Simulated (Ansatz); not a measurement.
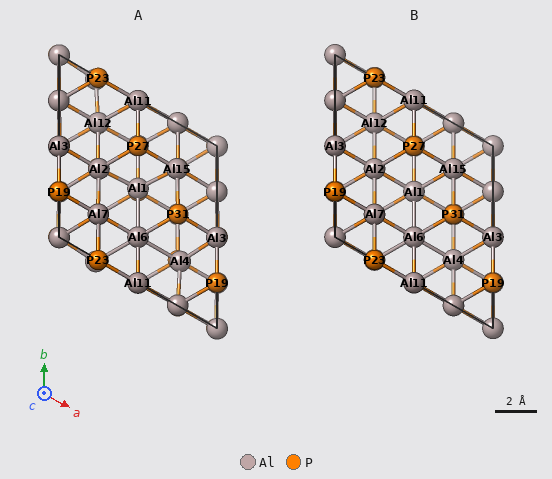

Two geometries of a defect cell of composition Al₁₇P₁₅, drawn at one scale. One is the start of a relaxation, the other its converged end. A ball-and-stick model of the cell of the calculation (origin shifted), seen along the c axis.

The calculation used Ansatz 0.2.0, DFT PBE, scalar-relativistic, plane waves, PAW. Settings: plane-wave cutoff 420 eV; k-point mesh 2 × 2 × 2; occupations gaussian; smearing width 0.01 eV; mesh shifted by (0.5, 0.5, 0.5); no spin polarisation; atoms relaxed in a fixed cell; force threshold 0.025 eV/Å; at most 45 steps.

**Which geometry has the lower energy?**

Structure A is the relaxed one. Case: Al on a P site (c), charge +0, atoms relaxed at the host's cell. The energy falls by 0.493 eV per cell of the calculation in 2 accepted moves (3 points after the start). The largest force component goes from 0.87 to 0.022 eV/Å. 1 step only repeated the SCF at the same geometry. The largest moves, 0.16 Å, are those of Al atoms. By element the largest moves are Al 0.16 Å, P 0.04 Å. The lattice vectors keep their values. Some distances before and after: Al–Al 2.385 → 2.546 Å, Al–P 2.385 → 2.371 Å. Bond angles that change, for instance: Al–P–Al 109.5° → 105.7°, Al–Al–P 109.5° → 106.2°, P–Al–P 109.5° → 112.5°. Cost: 25 s on 4 threads of Arm Neoverse V1, with other jobs on the host, peak memory 0.96 GiB.
